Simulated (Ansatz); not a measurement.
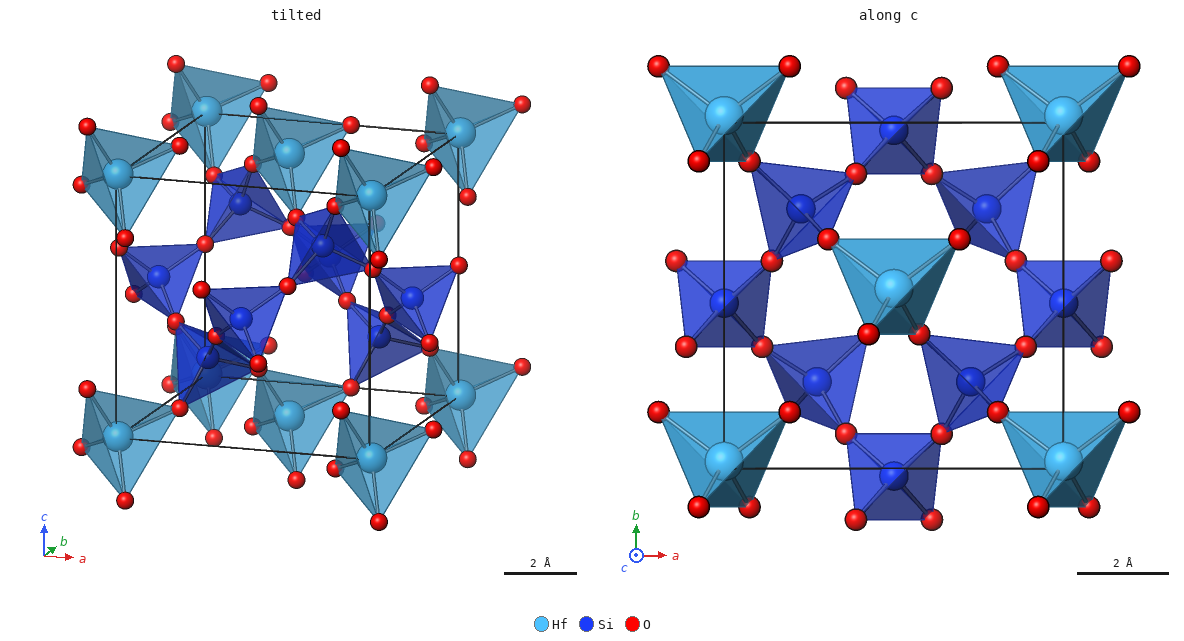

Figure: polyhedral view slightly off an axis and along the c axis. The conventional unit cell is outlined; an atom on or near a face, edge or corner is repeated at each equivalent position. A few atoms beyond the faces are included.

HfSi3O8, space group C2 (No. 5), a = 7.531 Å, b = 7.669 Å, c = 7.592 Å, α = 90.00°, β = 90.05°, γ = 90.00°. Source of the structure: a structure type filled with these elements by a generator (whether the compound takes this form wasn't checked). Earlier steps of the study may have refined or changed the cell and positions. A calculation with Ansatz used it as input.

This one geometry was computed with Ansatz (DFT, plane waves, PAW) at three levels of theory: PBEsol, r2SCAN and PBE.

**Which level gives the highest pressure at this volume, and what does that say about its equilibrium volume?**

Highest: PBE (0.0 GPa), which points to the largest equilibrium volume. Lowest, with the smallest volume: r2SCAN (-3.4 GPa). Levels within 0.5 GPa of each other can't be told apart.

**How does the band gap change with the level of theory?**

PBE: a gap of 5.11 eV, direct; PBEsol: a gap of 5.13 eV, direct; r2SCAN: a gap of 5.68 eV, direct.

**Collect the results in a table.**

| level | cutoff (eV) | k-mesh of the run's cell | gap (eV) | pressure (GPa) |
| --- | --- | --- | --- | --- |
| PBEsol | 420 | 4×4×4 | 5.13 | -2.1 |
| r2SCAN | 500 | 4×4×4 | 5.68 | -3.4 |
| PBE | 420 | 4×4×4 | 5.11 | 0.0 |

Gaps are taken on the k-mesh or band path of each run.
